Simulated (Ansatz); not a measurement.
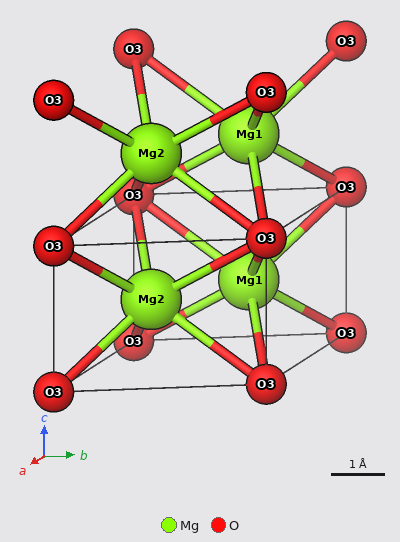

The structure as given in the input (ball-and-stick view of the cell of the calculation, repeated 1 × 1 × 2, seen slightly off an axis; atoms are numbered from 1 in the order of the input).

# Mg₂O: a changed input and its effect

System: Mg₂O (P6/mmm, 3 atoms in the cell).
Method of the first run: DFT PBE, scalar-relativistic, plane waves, PAW, no spin polarisation (Ansatz 0.2.0).

The structure was made by swapping elements on the sites of another compound; it need not be a known phase. Text and figures count atoms from 1; the logs count them from 0 in places.

### Input, the first run
```yaml
crystal:
  lattice:
    - [4.0848572951, 0.0, 0.0]
    - [-2.0424286476, 3.5375901885, 0.0]
    - [0.0, 0.0, 2.8731423849]
  atoms:
    - { symbol: Mg, position: [0.3333333333, 0.6666666667, 0.5] }
    - { symbol: Mg, position: [0.6666666667, 0.3333333333, 0.5] }
    - { symbol: O, position: [0.0, 0.0, 0.0] }
basis:
  ecutwfc: 420
kpoints:
  mp_grid: { grid: [6, 6, 6] }
hamiltonian:
  xc: pbe
scf:
  occupations: { method: gaussian, width: 0.1 }
  lower_state_search: "off"
output:
  forces: true
  stress: true
  eigenvalues: true
```

Launched with:
```bash
ansatz run input.yaml --threads 1 --pin off --max-ram 2560MiB --backend cpu --events-out ev --progress --plain --runs-dir out
```

Hardware: 1 thread of Intel Xeon @ 2.90GHz (Ice Lake), 192 GiB of memory available, shared host.

### Output, shortened to warnings, some set-up lines, iterations and results (the first run)
```
Basis set: ecut = 420 eV, 825 PW (Γ), exchange–correlation on 60×60×40 points (8 copies of the dense FFT grid, shifted against one another)
Symmetry: 24 space group operations
k-points: 28 of 216
Initial density: superposition of atomic densities (neutral atoms: chi_scale 0, normalization atom), corrected by the library's trained network
[...]
SCF iter   1: F=—  HF=-4411.147243 eV  |F-HF|=—  |Δ(HF+E_count)|=         —  Δρ=1.31e-2  dr2=2.10e-2  ethr=1.77e-3  ⟨swp⟩=5.1  Hψ=2241  notcnv=0
SCF iter   2: F=—  HF=-4411.141113 eV  |F-HF|=—  |Δ(HF+E_count)|=   6.13e-3  Δρ=6.85e-3  dr2=7.73e-3  ethr=8.09e-5  ⟨swp⟩=1.3  Hψ=713  notcnv=0
SCF iter   3: F=—  HF=-4411.138661 eV  |F-HF|=—  |Δ(HF+E_count)|=   2.45e-3  Δρ=1.76e-3  dr2=9.35e-4  ethr=2.97e-5  ⟨swp⟩=2.1  Hψ=615  notcnv=0
SCF iter   4: F=—  HF=-4411.138425 eV  |F-HF|=—  |Δ(HF+E_count)|=   2.35e-4  Δρ=5.30e-4  dr2=1.06e-4  ethr=3.60e-6  ⟨swp⟩=2.4  Hψ=763  notcnv=0
SCF iter   5: F=—  HF=-4411.138408 eV  |F-HF|=—  |Δ(HF+E_count)|=   1.75e-5  Δρ=8.70e-5  dr2=2.53e-6  ethr=4.06e-7  ⟨swp⟩=1.9  Hψ=535  notcnv=0
SCF iter   6: F=—  HF=-4411.138392 eV  |F-HF|=—  |Δ(HF+E_count)|=   1.61e-5  Δρ=2.11e-5  dr2=2.18e-7  ethr=9.73e-9  ⟨swp⟩=2.1  Hψ=813  notcnv=0
SCF iter   7: F=-4411.138392 eV  HF=-4411.138392 eV  |F-HF|=2.61e-9  |Δ(HF+E_count)|=   1.53e-8  Δρ=2.92e-6  dr2=1.88e-9  ethr=3.85e-10  ⟨swp⟩=4.4  Hψ=1578  notcnv=0
SCF 1 converged in 7 iterations: F = -4411.138392 eV  dr2 = 1.88e-9
SCF converged after 7 iterations
Free energy (F): -4411.138392 eV
Harris-Foulkes:  -4411.138392 eV  (|F-HF|=2.61e-9)
Internal energy: -4411.129123 eV  (E = F + TS)
E sigma→0 (E₀):  -4411.133757 eV
Entropy (-TS):   -0.009269 eV (-3.090 meV/atom)
Fermi energy:    8.636378 eV
--- Per-component energies (eV) ---
  E_band       = -676.829048
  E_kinetic    = 324.429430
  E_local      = -3269.655066  (includes V_loc(G=0)·N_el)
  E_nonlocal   = 241.702262
  E_hartree    = 1142.944892
  E_xc         = -132.078094
  E_vxc        = -169.415707  (∫ρ·V_xc dr)
  E_paw        = -741.412405  (= ΣΔE_a)
  E_vpaw       = -89.783894  (= ΣTr[D̂ρ^β])
  E_aug_tail   = 0.002244  (compensation charges beyond the density's cutoff)
  E_ewald      = -1977.062388
  E_smearing   = -0.009269  (= −TS)
  E_closure    = -0.000000  (closes the sum)
  Σ components = -4411.138392   (vs F -4411.138392, Δ=0.00e0)
--- Forces (eV/Å), atoms counted from 1 ---
  atom   1  Mg     0.00000000    -0.00000000     0.00000000
  atom   2  Mg    -0.00000000     0.00000000     0.00000000
  atom   3  O     -0.00000000     0.00000000     0.00000000
  max |Σ_I F_I| component: 9.25e-18 eV/Å
--- Stress (GPa, compression-positive) ---
       18.842994      -0.000000       0.000000
       -0.000000      18.842994       0.000000
        0.000000       0.000000       7.593110
  P = ⅓ Tr σ = 15.0930 GPa (150.930 kbar)
```

For the second run the input was changed thus:
```diff
-    - { symbol: O, position: [0.0, 0.0, 0.0] }
+    - { symbol: O, position: [0.0, 0.0, 0.0], spin: 1.0 }
+  populations: true
+magnetization:
+  spin_polarized: true
```

How does the second run compare with the first run?

The energy is the same within 0.01 meV per atom. With spin allowed, the absolute moment of the cell comes to 0.00 μB. The SCF takes 18 iterations against 7. The two runs start from different initial densities, which also moves the count.

### Output, shortened to warnings, some set-up lines, iterations and results (the second run)
```
WARN: the starting moments were not kept: the SCF closed with an absolute magnetisation of 3.5e-6 μB, where they sum to 1 μB in size (1 site). That is at most 0.1 of that sum. Measured as dr2_m measures the in/out step, that magnetisation stands 4.1e-12 eV from none, at or under the dr2_threshold of 1.0e-7 eV: it is no larger than a step whose dr2_m would equal this threshold. The system may hold …
Basis set: ecut = 420 eV, 825 PW (Γ), exchange–correlation on 60×60×40 points (8 copies of the dense FFT grid, shifted against one another)
Symmetry: 24 space group operations
k-points: 28 of 216
Initial density: superposition of atomic densities (chi_scale 0.1, normalization cell, long waves kept (reshape's long-wave potential 0.02 eV rms))
[...]
SCF iter   1: F=—  HF=-4413.282426 eV  |F-HF|=—  |Δ(HF+E_count)|=         —  Δρ=1.07e-1 (↑1.07e-1 ↓7.25e-2)  dr2=1.56e1  dr2_m=1.29e-1  M=0.635 μB ∫|m|=0.652 μB  β_m=0.30  …
SCF iter   2: F=—  HF=-4411.061769 eV  |F-HF|=—  |Δ(HF+E_count)|=    2.22e0  Δρ=3.12e-2 (↑3.12e-2 ↓2.50e-2)  dr2=4.24e-1  dr2_m=1.85e-1  M=0.379 μB ∫|m|=0.448 μB  β_m=0.30  …
SCF iter   3: F=—  HF=-4411.043119 eV  |F-HF|=—  |Δ(HF+E_count)|=   1.87e-2  Δρ=2.24e-2 (↑1.76e-2 ↓2.24e-2)  dr2=9.66e-2  dr2_m=1.15e-1  M=0.379 μB ∫|m|=0.429 μB  β_m=0.30  …
SCF iter   4: F=—  HF=-4411.071925 eV  |F-HF|=—  |Δ(HF+E_count)|=   2.88e-2  Δρ=1.45e-2 (↑1.45e-2 ↓1.45e-2)  dr2=1.45e-3  dr2_m=7.92e-2  M=0.352 μB ∫|m|=0.393 μB  β_m=0.30  …
SCF iter   5: F=—  HF=-4411.091727 eV  |F-HF|=—  |Δ(HF+E_count)|=   1.98e-2  Δρ=1.22e-2 (↑1.22e-2 ↓1.19e-2)  dr2=7.64e-4  dr2_m=5.48e-2  M=0.320 μB ∫|m|=0.357 μB  β_m=0.30  …
[... 9 lines ...]
SCF iter  15: F=-4411.138392 eV  HF=-4411.138392 eV  |F-HF|=1.98e-9  |Δ(HF+E_count)|=   5.92e-8  Δρ=2.61e-6 (↑2.61e-6 ↓1.14e-6)  dr2=1.11e-9  dr2_m=1.22e-9  M=0.000 μB …
SCF iter  16: F=-4411.138392 eV  HF=-4411.138392 eV  |F-HF|=3.79e-10  |Δ(HF+E_count)|=   4.66e-9  Δρ=1.41e-6 (↑1.21e-6 ↓1.41e-6)  dr2=1.17e-10  dr2_m=6.23e-10  M=0.000 μB …
SCF iter  17: F=-4411.138392 eV  HF=-4411.138392 eV  |F-HF|=5.82e-11  |Δ(HF+E_count)|=   1.55e-9  Δρ=3.27e-7 (↑2.63e-7 ↓3.27e-7)  dr2=1.52e-11  dr2_m=2.86e-11  M=0.000 μB …
SCF iter  18: F=-4411.138392 eV  HF=-4411.138392 eV  |F-HF|=9.09e-13  |Δ(HF+E_count)|=  1.19e-10  Δρ=6.21e-8 (↑6.21e-8 ↓2.96e-8)  dr2=7.67e-13  dr2_m=7.03e-13  M=-0.000 μB …
SCF 1 converged in 18 iterations: F = -4411.138392 eV  dr2 = 7.67e-13
SCF converged after 18 iterations
Magnetization: -0.0000 μB (13.0000 up, 13.0000 down)
Absolute magnetization: 0.0000 μB (∫|ρ↑−ρ↓|, with the PAW one-centre terms)
Spin contamination: 0.0000 ħ² per cell (⟨S²⟩ above its minimum at these occupations)
Per-site moments (μB) at R_I (Å): [(-4.5299240850762487e-7, 0.9728373018224833), (-4.5299240848841554e-7, 0.9728373018224833), (-1.448986862163086e-6, 1.1391093578568154)]
Free energy (F): -4411.138392 eV
Harris-Foulkes:  -4411.138392 eV  (|F-HF|=9.09e-13)
Internal energy: -4411.129123 eV  (E = F + TS)
E sigma→0 (E₀):  -4411.133757 eV
Entropy (-TS):   -0.009269 eV (-3.090 meV/atom)
Fermi energy:    8.636363 eV
--- Per-component energies (eV) ---
  E_band       = -676.830868
  E_kinetic    = 324.429482
  E_local      = -3269.656489  (includes V_loc(G=0)·N_el)
  E_nonlocal   = 241.702580
  E_hartree    = 1142.945812
  E_xc         = -132.078058
  E_vxc        = -169.415659  (∫ρ·V_xc dr)
  E_paw        = -741.412307  (= ΣΔE_a)
  E_vpaw       = -89.784637  (= ΣTr[D̂ρ^β])
  E_aug_tail   = 0.002244  (compensation charges beyond the density's cutoff)
  E_ewald      = -1977.062388
  E_smearing   = -0.009269  (= −TS)
  E_closure    = -0.000000  (closes the sum)
  Σ components = -4411.138392   (vs F -4411.138392, Δ=0.00e0)
--- Forces (eV/Å), atoms counted from 1 ---
  atom   1  Mg     0.00000000    -0.00000000     0.00000000
  atom   2  Mg    -0.00000000     0.00000000     0.00000000
  atom   3  O      0.00000000     0.00000000     0.00000000
  max |Σ_I F_I| component: 5.55e-17 eV/Å
--- Stress (GPa, compression-positive) ---
       18.842996      -0.000000       0.000000
       -0.000000      18.842996       0.000000
        0.000000       0.000000       7.593105
  P = ⅓ Tr σ = 15.0930 GPa (150.930 kbar)
--- Löwdin populations: 3 sites ---
  site symbol       q [e]    m [muB]
     0     Mg      9.1632    -0.0000
     1     Mg      9.1632    -0.0000
     2      O      7.1738    -0.0000
  spilling = 0.019223 (of n_electrons = 26.000000)
```

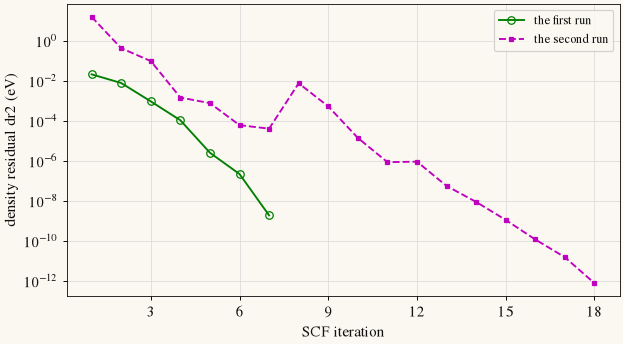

Convergence of the two runs: density residual dr2 against the SCF iteration. The first run takes 7 iterations in all, and the second run takes 18.

### The two runs side by side

```tsv
quantity	the first run	the second run
outcome	converged	converged
free energy per atom (eV)	−1470.3795	−1470.3795
energy per atom, smearing taken to zero (eV)	−1470.3779	−1470.3779
gap on the mesh (eV)	0.00	0.00
pressure (GPa)	15.09	15.09
largest force (eV/Å)	0.000	0.000
SCF iterations	7	18
irreducible k-points	28	28
plane waves at Γ	825	825
net moment of the cell (μB)	–	0.00
absolute moment of the cell (μB)	–	0.00
wall time (shared host)	1 s	4.5 s
```

For the second run: Warnings: some starting moments were not kept.
